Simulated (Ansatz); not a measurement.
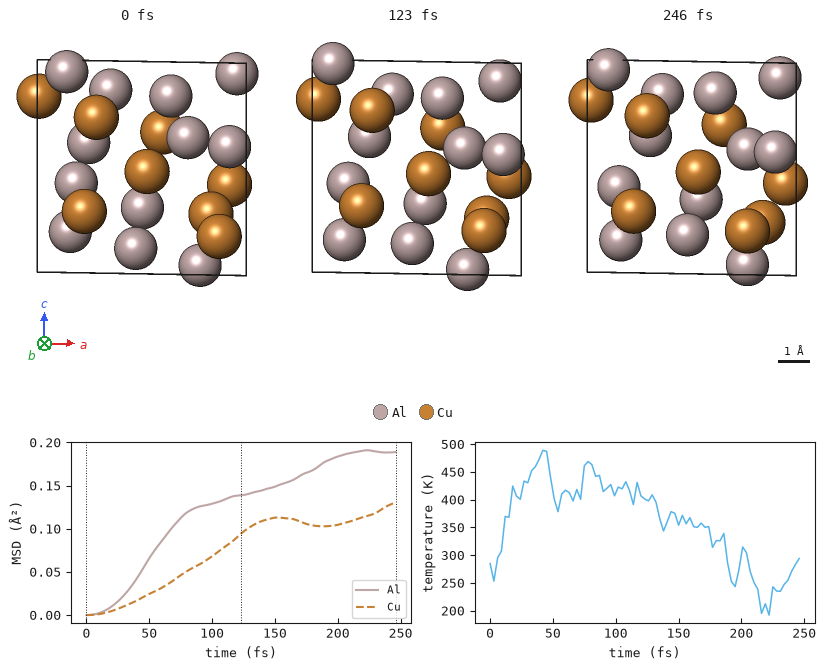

Molecular dynamics of an amorphous cell of composition Al$_{3}$Cu$_{2}$ (20 atoms in the cell), 246 fs long. It starts from the last geometry of an earlier run, with fresh velocities. Frames and the history of the run. A spheres-only model of the simulation cell, seen along the b axis.

Computed with DFT PBEsol, scalar-relativistic, plane waves, PAW (Ansatz). Run with plane-wave cutoff 420 eV; k-point mesh 1 × 1 × 1; Fermi-Dirac smearing 0.05 eV; volume 1.16 times that of the relaxed crystal; set temperature 300 K; time step 3 fs.

**What do the frames and curves show?**

Over the second half the temperature averages 311 K (spread ±60 K). The temperature is still falling (425 K in the second quarter, 255 K in the last), so the run isn't equilibrated. The potential energy is still drifting at the end, so the run hasn't reached equilibrium. The potential energy in the second half lies on average 67.2 meV per atom below the first frame. The first frame is far from relaxed (forces up to 1.7 eV/Å), so much of the motion is the structure settling. The mean pressure there is −7.8 GPa. Root-mean-square distances from the starting positions over the second half, with the common drift of all atoms taken out: Al 0.41 Å, Cu 0.33 Å. That is small against the typical shortest distance between atoms in the first frame, about 2.4 Å: the atoms vibrate about their sites and the arrangement holds.

Limits of the set-up: the k-point mesh is coarse for a cell with partly filled bands; the periodic images lie only 6.9 Å apart, so the values are limited by the cell's size.

Cost: 5 min on 2 threads of Intel(R) Xeon(R) Processor @ 2.50GHz (Skylake/Cascade Lake) (shared host), peak memory 0.56 GiB.
